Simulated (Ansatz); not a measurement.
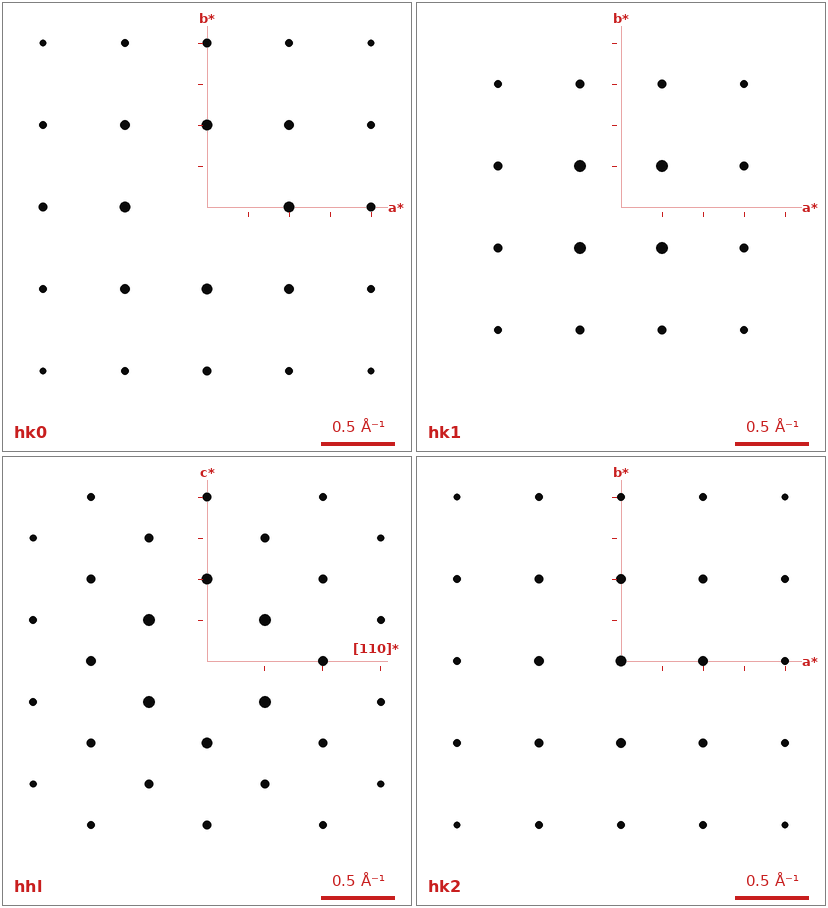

Simulated precession-type sections (X-rays; kinematic intensities, B = 0.5 Å²). The ticks mark integer indices of the conventional cell.

What cell do the layers give?

a* = 0.284, b* = 0.284, c* = 0.284 Å⁻¹; the cell is cubic with a = 3.52 Å.

List the systematic absences.

Reflections are present only under these conditions. hkl: h + k = 2n, h + l = 2n; hk0: h = 2n, k = 2n; hhl: h + l = 2n; h00: h = 2n. The lattice is face-centred (F).

Which space groups fit?

The intensities have Laue symmetry m-3m (the hk0 layer shows 4mm, hk1 shows 4mm). With these conditions the candidates are F432 (No. 209), F-43m (No. 216), Fm-3m (No. 225). Diffraction geometry alone does not choose among them; the structure has Fm-3m. The compound is Co. Structure: coordinates from a relaxation with DFT PBE, scalar-relativistic, plane waves, PAW (Ansatz 0.2.0); the starting structure was generated, so it need not be a known form of this composition.
